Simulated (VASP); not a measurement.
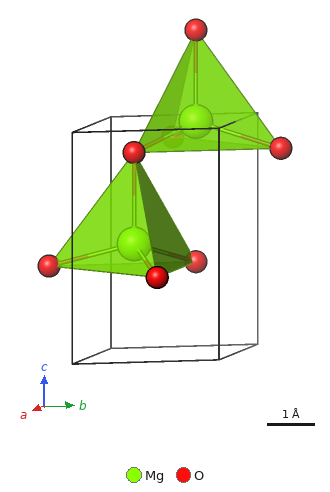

Fig. 1: The structure as given in the input (polyhedral view of the cell of the calculation, seen slightly off an axis; polyhedra are completed across the faces of the cell).

Band-structure calculation of MgO

- system: MgO (P6₃mc, 4 atoms in the cell)
- method: DFT, PBE, plane waves, PAW (VASP 6.6.1)

The structure was built on a prototype by a generator. The geometry comes from this level: r2SCAN (a point of a series of strains). It belongs to a series of runs on one base structure; here: hydrostatic strain +0.5%.

INCAR:
```
ENCUT = 520.000000
SIGMA = 0.020000
EDIFF = 1.00e-07
GGA = PE
PREC = Accurate
IBRION = -1
ISIF = 2
ISMEAR = -1
NBANDS = 16
NELM = 120
NSW = 0
LASPH = .TRUE.
LCHARG = .TRUE.
LELF = .TRUE.
LWAVE = .FALSE.
LREAL = .FALSE.
```

KPOINTS:
```
KPOINTS created by Atomic Simulation Environment
0
Gamma
12 12 6
0 0 0
```

KPOINTS_OPT:
```
special points
6
Reciprocal
0.0000000000 0.0000000000 0.0000000000 1
0.5000000000 0.0000000000 0.0000000000 1
0.3333333333 0.3333333333 0.0000000000 1
0.0000000000 0.0000000000 0.5000000000 1
0.5000000000 0.0000000000 0.5000000000 1
0.3333333333 0.3333333333 0.5000000000 1
```

POSCAR:
```
Mg O
 1.0000000000000000
     3.3030142312111268    0.0000000000000000    0.0000000000000000
    -1.6515071156055634    2.8604942332903636    0.0000000000000000
     0.0000000000000000    0.0000000000000000    5.0570207850999997
 Mg  O
   2   2
Cartesian
  0.0000000000000001  1.9069961555269093 -0.0491018536440269
  1.6515071156055638  0.9534980777634546  2.4794085389059730
  0.0000000000000001  1.9069961555269093  1.9454846480565273
  1.6515071156055638  0.9534980777634546  4.4739950406065265
```

Launched with:
```bash
mpirun -np 1 vasp_std
```

OSZICAR:
```
N       E                     dE             d eps       ncg     rms          rms(c)
DAV:   1     0.617150239305E+02    0.61715E+02   -0.74757E+03  2432   0.882E+02
DAV:   2    -0.236664919708E+02   -0.85382E+02   -0.78501E+02  3352   0.195E+02
DAV:   3    -0.277835249416E+02   -0.41170E+01   -0.41073E+01  2808   0.447E+01
DAV:   4    -0.278007748163E+02   -0.17250E-01   -0.17250E-01  2928   0.340E+00
DAV:   5    -0.278008607812E+02   -0.85965E-04   -0.85965E-04  2832   0.229E-01    0.117E+01
DAV:   6    -0.235860516086E+02    0.42148E+01   -0.12330E+01  2432   0.262E+01    0.390E+00
DAV:   7    -0.235359555494E+02    0.50096E-01   -0.17258E-01  2448   0.332E+00    0.220E+00
DAV:   8    -0.235315131891E+02    0.44424E-02   -0.97960E-02  2560   0.340E+00    0.508E-01
DAV:   9    -0.235290548530E+02    0.24583E-02   -0.31497E-03  3048   0.515E-01    0.176E-01
DAV:  10    -0.235298207636E+02   -0.76591E-03   -0.15641E-03  2496   0.256E-01    0.299E-02
DAV:  11    -0.235298434007E+02   -0.22637E-04   -0.15389E-05  2872   0.271E-02    0.207E-02
DAV:  12    -0.235298440825E+02   -0.68180E-06   -0.94354E-06  2472   0.264E-02    0.260E-03
DAV:  13    -0.235298440505E+02    0.32012E-07   -0.50748E-07  2720   0.549E-03
   1 F= -.23529844E+02 E0= -.23529844E+02  d E =-.141775E-12
       N       E                     dE             ncg
DAV:   1     0.225346077263E+04   -0.28242E+04      192
DAV:   2     0.180603866508E+04   -0.44742E+03      264
DAV:   3     0.178529474017E+04   -0.20744E+02      224
DAV:   4     0.178519979296E+04   -0.94947E-01      216
DAV:   5     0.178519925452E+04   -0.53844E-03      224
DAV:   6     0.178519925030E+04   -0.42233E-05      232
DAV:   7     0.178519925026E+04   -0.37530E-07      184
```

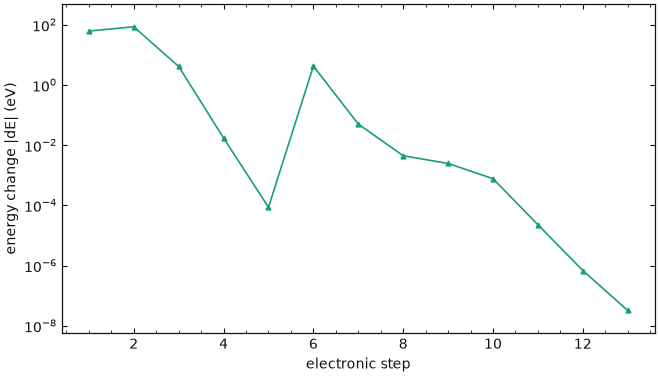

Fig. 2: Convergence of the self-consistent field: energy change |dE| against the electronic step. It takes 13 electronic steps. The density is held fixed in the first few steps, and dE rises again when its update begins.

Parts of OUTCAR:
```
k-points           NKPTS =     76   k-points in BZ     NKDIM =     76   number of bands    NBANDS=     16

   NELECT =      16.0000    total number of electrons

   dimension x,y,z NGX =    28 NGY =   28 NGZ =   40
   dimension x,y,z NGXF=    56 NGYF=   56 NGZF=   80

  energy-cutoff  :      520.00
  volume of cell :       47.78
      direct lattice vectors                 reciprocal lattice vectors
     3.303014231  0.000000000  0.000000000     0.302753767  0.174794969  0.000000000
    -1.651507116  2.860494233  0.000000000     0.000000000  0.349589937  0.000000000
     0.000000000  0.000000000  5.057020785     0.000000000  0.000000000  0.197744886

 k-points in reciprocal lattice and weights: KPOINTS created by Atomic Simulation Env
   0.00000000  0.00000000  0.00000000       0.001
   0.08333333  0.00000000  0.00000000       0.007
   0.16666667  0.00000000  0.00000000       0.007
   0.25000000  0.00000000  0.00000000       0.007
   0.33333333  0.00000000  0.00000000       0.007
   0.41666667  0.00000000  0.00000000       0.007
   0.50000000  0.00000000  0.00000000       0.003
   0.08333333  0.08333333  0.00000000       0.007
   0.16666667  0.08333333  0.00000000       0.014
   0.25000000  0.08333333  0.00000000       0.014
   0.33333333  0.08333333  0.00000000       0.014
   0.41666667  0.08333333  0.00000000       0.014
   0.16666667  0.16666667  0.00000000       0.007
   0.25000000  0.16666667  0.00000000       0.014
   0.33333333  0.16666667  0.00000000       0.014
   0.41666667  0.16666667  0.00000000       0.007
   0.25000000  0.25000000  0.00000000       0.007
   0.33333333  0.25000000  0.00000000       0.014
   0.33333333  0.33333333  0.00000000       0.002
   0.00000000  0.00000000  0.16666667       0.002
   0.08333333  0.00000000  0.16666667       0.014
   0.16666667  0.00000000  0.16666667       0.014
   0.25000000  0.00000000  0.16666667       0.014
   0.33333333  0.00000000  0.16666667       0.014
   0.41666667  0.00000000  0.16666667       0.014
   0.50000000  0.00000000  0.16666667       0.007
   0.08333333  0.08333333  0.16666667       0.014
   0.16666667  0.08333333  0.16666667       0.028
   0.25000000  0.08333333  0.16666667       0.028
   0.33333333  0.08333333  0.16666667       0.028
   0.41666667  0.08333333  0.16666667       0.028
   0.16666667  0.16666667  0.16666667       0.014
   0.25000000  0.16666667  0.16666667       0.028
   0.33333333  0.16666667  0.16666667       0.028
   0.41666667  0.16666667  0.16666667       0.014
   0.25000000  0.25000000  0.16666667       0.014
   0.33333333  0.25000000  0.16666667       0.028
   0.33333333  0.33333333  0.16666667       0.005
   0.00000000  0.00000000  0.33333333       0.002
   0.08333333  0.00000000  0.33333333       0.014
   0.16666667  0.00000000  0.33333333       0.014
   0.25000000  0.00000000  0.33333333       0.014
   0.33333333  0.00000000  0.33333333       0.014
   0.41666667  0.00000000  0.33333333       0.014
   0.50000000  0.00000000  0.33333333       0.007
   0.08333333  0.08333333  0.33333333       0.014
   0.16666667  0.08333333  0.33333333       0.028
   0.25000000  0.08333333  0.33333333       0.028
   0.33333333  0.08333333  0.33333333       0.028
   0.41666667  0.08333333  0.33333333       0.028
   0.16666667  0.16666667  0.33333333       0.014
   0.25000000  0.16666667  0.33333333       0.028
   0.33333333  0.16666667  0.33333333       0.028
   0.41666667  0.16666667  0.33333333       0.014
   0.25000000  0.25000000  0.33333333       0.014
   0.33333333  0.25000000  0.33333333       0.028
   0.33333333  0.33333333  0.33333333       0.005
   0.00000000  0.00000000  0.50000000       0.001
   0.08333333  0.00000000  0.50000000       0.007
   0.16666667  0.00000000  0.50000000       0.007
   0.25000000  0.00000000  0.50000000       0.007
   0.33333333  0.00000000  0.50000000       0.007
   0.41666667  0.00000000  0.50000000       0.007
   0.50000000  0.00000000  0.50000000       0.003
   0.08333333  0.08333333  0.50000000       0.007
   0.16666667  0.08333333  0.50000000       0.014
   0.25000000  0.08333333  0.50000000       0.014
   0.33333333  0.08333333  0.50000000       0.014
   0.41666667  0.08333333  0.50000000       0.014
   0.16666667  0.16666667  0.50000000       0.007
   0.25000000  0.16666667  0.50000000       0.014
   0.33333333  0.16666667  0.50000000       0.014
   0.41666667  0.16666667  0.50000000       0.007
   0.25000000  0.25000000  0.50000000       0.007
   0.33333333  0.25000000  0.50000000       0.014
   0.33333333  0.33333333  0.50000000       0.002

 E-fermi :   1.5041

 k-point     1 :       0.0000    0.0000    0.0000
  band No.  band energies     occupation
      1     -15.1455      2.00000
      2     -14.3807      2.00000
      3      -2.1844      2.00000
      4       0.3552      2.00000
      5       0.3552      2.00000
      6       0.6659      2.00000
      7       0.6659      2.00000
      8       1.0228      2.00000
      9       4.4905      0.00000
     10       9.4895      0.00000
     11      11.2281      0.00000
     12      15.2163      0.00000
     13      15.2163      0.00000
     14      17.1167      0.00000
     15      17.5186      0.00000
     16      17.5186      0.00000

 k-point     2 :       0.0833    0.0000    0.0000
  band No.  band energies     occupation
      1     -15.1111      2.00000
      2     -14.3684      2.00000
      3      -2.1165      2.00000
      4       0.1851      2.00000
      5       0.3076      2.00000
      6       0.4323      2.00000
      7       0.6694      2.00000
      8       1.0013      2.00000
      9       4.8312      0.00000
     10       9.6912      0.00000
     11      11.1675      0.00000
     12      14.2883      0.00000
     13      15.3348      0.00000
     14      16.9705      0.00000
     15      17.5436      0.00000
     16      17.6839      0.00000

 k-point     3 :       0.1667    0.0000    0.0000
  band No.  band energies     occupation
      1     -15.0138      2.00000
      2     -14.3361      2.00000
      3      -1.9192      2.00000
      4      -0.3310      2.00000
      5       0.0139      2.00000
      6       0.1938      2.00000
      7       0.6643      2.00000
      8       0.9316      2.00000
      9       5.6313      0.00000
     10      10.1378      0.00000
     11      11.0471      0.00000
     12      13.0084      0.00000
     13      15.6347      0.00000
     14      15.7009      0.00000
     15      16.5741      0.00000
     16      16.9258      0.00000

 k-point     4 :       0.2500    0.0000    0.0000
  band No.  band energies     occupation
      1     -14.8714      2.00000
      2     -14.2977      2.00000
      3      -1.6154      2.00000
      4      -0.9634      2.00000
      5      -0.4077      2.00000
      6       0.0593      2.00000
      7       0.6402      2.00000
      8       0.8044      2.00000
      9       6.5913      0.00000
     10      10.2282      0.00000
     11      11.0453      0.00000
     12      12.2334      0.00000
     13      14.4066      0.00000
     14      15.8038      0.00000
     15      15.8429      0.00000
     16      16.4461      0.00000

 k-point     5 :       0.3333    0.0000    0.0000
  band No.  band energies     occupation
      1     -14.7123      2.00000
      2     -14.2716      2.00000
      3      -1.5198      2.00000
      4      -1.2293      2.00000
      5      -0.7732      2.00000
      6      -0.0612      2.00000
      7       0.6063      2.00000
      8       0.6140      2.00000
      9       7.5369      0.00000
     10       9.8467      0.00000
     11      10.6777      0.00000
     12      12.3146      0.00000
     13      13.5920      0.00000
     14      15.3591      0.00000
     15      15.4448      0.00000
     16      16.6704      0.00000

 [... the levels of 70 k-points are left out ...]

 k-point    76 :       0.3333    0.3333    0.5000
  band No.  band energies     occupation
      1     -14.3414      2.00000
      2     -14.3414      2.00000
      3      -1.5069      2.00000
      4      -1.5069      2.00000
      5      -1.0121      2.00000
      6      -1.0121      2.00000
      7       0.6620      2.00000
      8       0.6620      2.00000
      9       9.5090      0.00000
     10       9.5090      0.00000
     11      10.9126      0.00000
     12      10.9126      0.00000
     13      13.7239      0.00000
     14      13.7239      0.00000
     15      16.8766      0.00000
     16      16.8766      0.00000

  Total        0.5133074      0.5133074      0.5975761      0.0000000      0.0000000      0.0000000
  in kB       17.2124153     17.2124153     20.0381475      0.0000000      0.0000000      0.0000000
  external PRESSURE =      18.1543260 kB  Pullay stress =       0.0000000 kB

 POSITION                                       TOTAL-FORCE (eV/Angst)
 -----------------------------------------------------------------------------------
      0.00000      1.90700      5.00792         0.000000     -0.000000     -0.013356
      1.65151      0.95350      2.47941        -0.000000      0.000000     -0.013356
      0.00000      1.90700      1.94548         0.000000      0.000000      0.013356
      1.65151      0.95350      4.47400        -0.000000      0.000000      0.013356
 -----------------------------------------------------------------------------------
    total drift:                                0.000000      0.000000      0.001123

  FREE ENERGIE OF THE ION-ELECTRON SYSTEM (eV)
  ---------------------------------------------------
  free  energy   TOTEN  =       -23.5298440505 eV

  energy  without entropy=      -23.5298440505  energy(sigma->0) =      -23.52984405
```

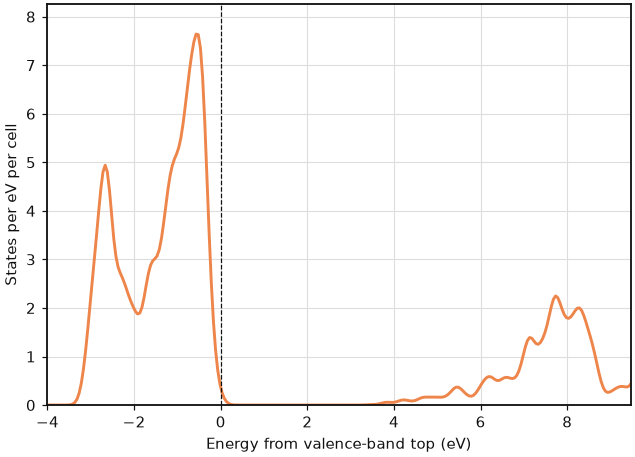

Fig. 3: Density of states (the curve is built from the levels of the k mesh with Gaussians 0.3 eV wide, which also blur the band edges), with energies from the valence-band top. There is a gap of 3.47 eV on the k-point mesh. Small ripples come from the finite k-point mesh.

Summary:

| quantity | value |
| --- | --- |
| outcome | converged |
| space group (tolerance 0.01 Å) | P6₃mc (186) |
| electrons treated | 16 |
| free energy | −23.5298 eV |
| Fermi energy | 1.504 eV |
| band gap | 3.47 eV |
| pressure | 1.82 GPa |
| largest force (length of the vector) | 0.013 eV/Å |
| hardware | 1 CPU thread, shared host |
| wall time | 68 s |
| peak memory | 0.24 GiB |
